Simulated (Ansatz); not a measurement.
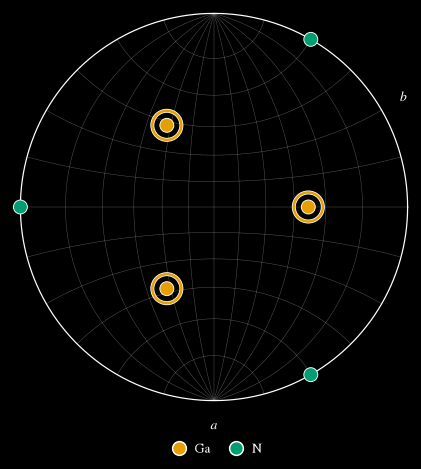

Directions from one nitrogen atom at (2/3, 1/3, 1/2) to its bonded neighbours, in stereographic projection down c (filled: above the plane of the page or in it, open: below). Crystal: GaN2, the geometry relaxed with DFT PBE, scalar-relativistic, plane waves, PAW in Ansatz 0.2.0; the starting structure was generated, so it need not be a known form of this composition. The drawing is computed from the coordinates (standard cell, symmetry found to 0.002 Å).

Neighbours are counted up to 2.87 Å for Ga, 2.26 Å for N.

```cif
data_structure
_symmetry_space_group_name_H-M 'P 1'
_symmetry_Int_Tables_number 1
_cell_length_a 3.4032
_cell_length_b 3.4032
_cell_length_c 3.0760
_cell_angle_alpha 90.000
_cell_angle_beta 90.000
_cell_angle_gamma 120.000
_cell_volume 30.85
loop_
_atom_site_label
_atom_site_type_symbol
_atom_site_fract_x
_atom_site_fract_y
_atom_site_fract_z
_atom_site_occupancy
Ga1 Ga 0.00000 0.00000 0.00000 1
N1 N 0.66667 0.33333 0.50000 1
N2 N 0.33333 0.66667 0.50000 1
```

How many neighbours are there, and at what angles?

9: 3 N at 1.96 Å, 6 Ga at 2.50 Å. Angles between bonds: 67° (12×), 76° (3×), 86° (6×), 120° (3×), 134° (6×), 142° (6×).

What is the site's symmetry in the crystal?

Point group -6m2 (D3h), order 12: one −6 axis, three twofold axes, four mirror planes. In No. 191, P6/mmm this is Wyckoff position 2d.
